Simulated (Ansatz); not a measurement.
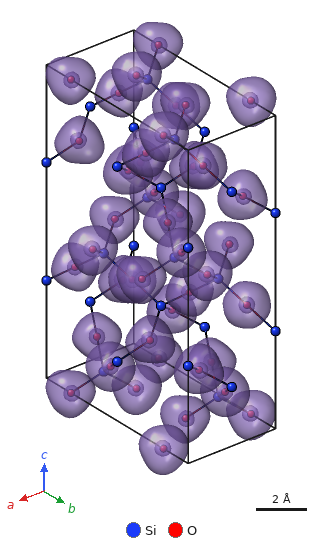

Figure 1: SiO$_{2}$. Isosurface of the electron localisation function at 0.65 (purple), seen at an oblique angle. Only the valence region is drawn (cores and ρ < 0.01 e/Å³ removed). Sticks mark near contacts.

Space group Fddd; a structure from a database of computed crystals, not necessarily the ambient phase; computed pressure about 15 GPa in this cell.

These are results of Ansatz 0.2.0, DFT r2SCAN, scalar-relativistic, plane waves, PAW, not measurements.

Core electrons are frozen (PAW), and the valence fields are smoothed inside the atomic spheres.

### Describe the localisation domains.

At this value the surface marks out 32 regions on O in which the atom's valence shell and bonds are merged, counted in one cell of 48 atoms. Regions shared between cells count once. Profiles from the grid: Si–O (1.56 Å): the ELF peaks at about 0.85 between the atoms, as expected for a short, strongly polar bond.

### Does the calculation make it a metal, or give it a gap?

It is gapped, with a Kohn–Sham gap of 6.7 eV on the k-point mesh, an upper bound to the gap of this method.
